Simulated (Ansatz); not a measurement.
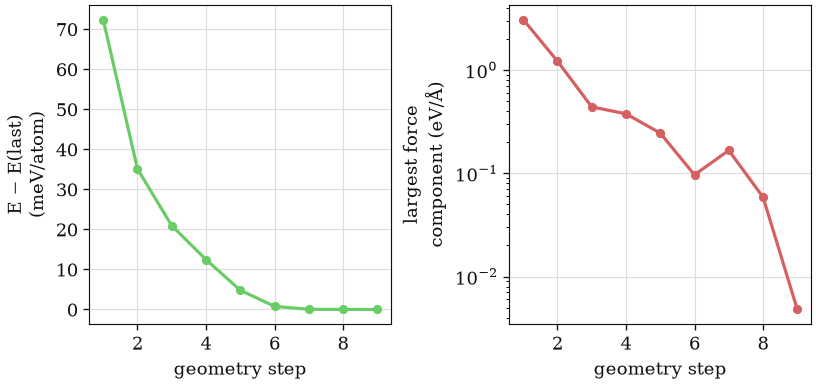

Simulated data, not a measurement (program: Ansatz).

History of a geometry optimisation. Only the atoms move.

```
crystal:
  lattice:
    - [3.0806203227, 0.0, 0.0]
    - [-1.5403101613, 2.6678954589, 0.0]
    - [0.0, 0.0, 25.7594609114]
  atoms:
    - { symbol: C, position: [0.0, 0.0, 0.3299758496] }
    - { symbol: Si, position: [0.3333333333, 0.6666666667, 0.3543874238] }
    - { symbol: C, position: [0.3333333333, 0.6666666667, 0.4276221462] }
    - { symbol: Si, position: [0.6666666667, 0.3333333333, 0.4500812338] }
    - { symbol: C, position: [0.6666666667, 0.3333333333, 0.5266643796] }
    - { symbol: Si, position: [0.0, 0.0, 0.5463685728] }
    - { symbol: C, position: [0.1666666667, 0.3333333333, 0.6108109152], spin: 1.0 }
    - { symbol: H, position: [0.1666666667, 0.3333333333, 0.6535136722] }
basis:
  ecutwfc: 420
kpoints:
  mp_grid: { grid: [9, 9, 1] }
hamiltonian:
  xc: pbesol
scf:
  occupations: { method: gaussian, width: 0.05 }
output:
  forces: true
  eigenvalues: true
  populations: true
magnetization:
  spin_polarized: true
relax:
  adjacent_minimum: "off"
  f_tol: 0.03
  max_steps: 70
  constraints: [{ sites: [0, 1, 2] }]
efield:
  axis: 3
  dipole_correction: true
```

### How did it end, and what did it gain?

The optimisation met its thresholds at geometry 9, counting the start as the first. The energy fell by about 72 meV/atom from the first step to the last. The largest force component goes from about 3.1 eV/Å at the start to 5 × 10⁻³ eV/Å at the end.

### By which step was nine tenths of the energy gained?

By step 5 of 9.
